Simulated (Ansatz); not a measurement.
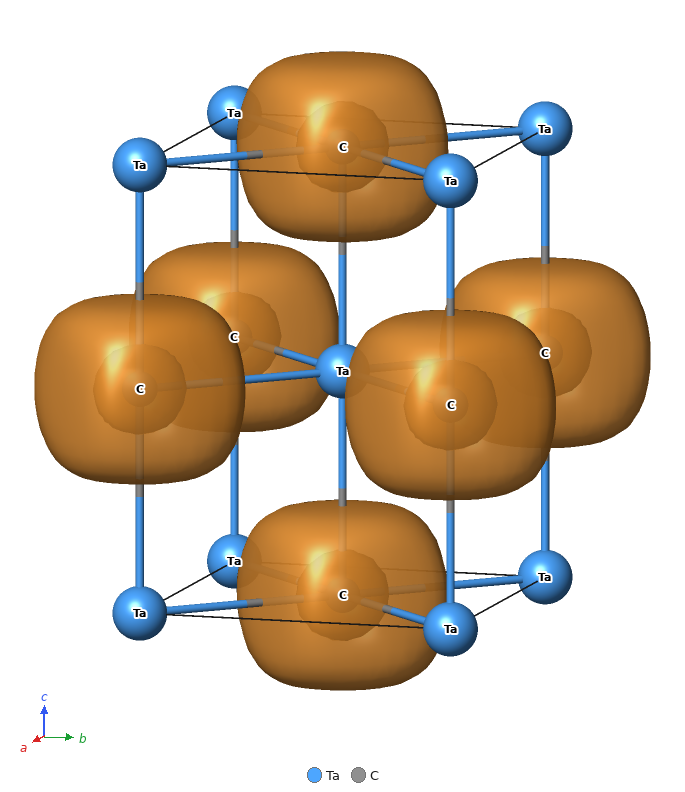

Figure 1: TaC. Isosurface of the electron localisation function at 0.6 (orange), seen slightly off an axis. Core shells and regions of very low density are left out. Sticks mark near contacts.

Space group I4/mmm; changed on purpose from its base cell (equal xx and yy strain of +1 %, PAW files); computed pressure about −9 GPa in this cell; computed without spin polarisation.

Computed with DFT, PBEsol, PAW with Ansatz's default frozen-core files, scalar-relativistic in Ansatz 0.2.0.

Core electrons are frozen (PAW), and the valence fields are smoothed inside the atomic spheres.

The calculation's input:

```
crystal:
  lattice:
    - [0.0, 2.24927, 2.227]
    - [2.24927, 0.0, 2.227]
    - [2.24927, 2.24927, 0.0]
  atoms:
    - { symbol: Ta, position: [0.0, 0.0, 0.0] }
    - { symbol: C, position: [0.5, 0.5, 0.5] }
kpoints:
  mp_grid: { grid: [13, 13, 13] }
scf:
  occupations: { method: fermi_dirac, width: 0.08 }
hamiltonian:
  xc: pbesol
  pseudopotentials: { kind: paw }
output:
  forces: true
  stress: true
  eigenvalues: true
  efg: { contact_densities: true }
  write_density: true
  write_potential: true
  elf: true
  volumetric_format: npy
```

Launched as:

```sh
ansatz run input.yaml --threads 1 --pin off --max-ram 3072MiB --backend cpu --events-out ev --progress --plain --runs-dir out
```

Below, planes, directions and counts refer to the conventional cell (a = 3.18 Å, b = 3.18 Å, c = 4.45 Å, α = 90.00°, β = 90.00°, γ = 90.00°).

Identify the bonds, lone pairs and shells in this picture.

The surface consists of two regions wrapped around C (the valence shell of each), counted in one cell of 4 atoms. Any copies at cell faces, edges or corners count once. Along the contacts the grid gives the following. Ta–C (2.23 Å): the ELF peaks at about 0.75 in the valence shell of C, 0.7 Å from its nucleus, and is about 0.25 at the midpoint.

Does the calculation make it a metal, or give it a gap?

It is gapless in this calculation (a metal or semimetal).
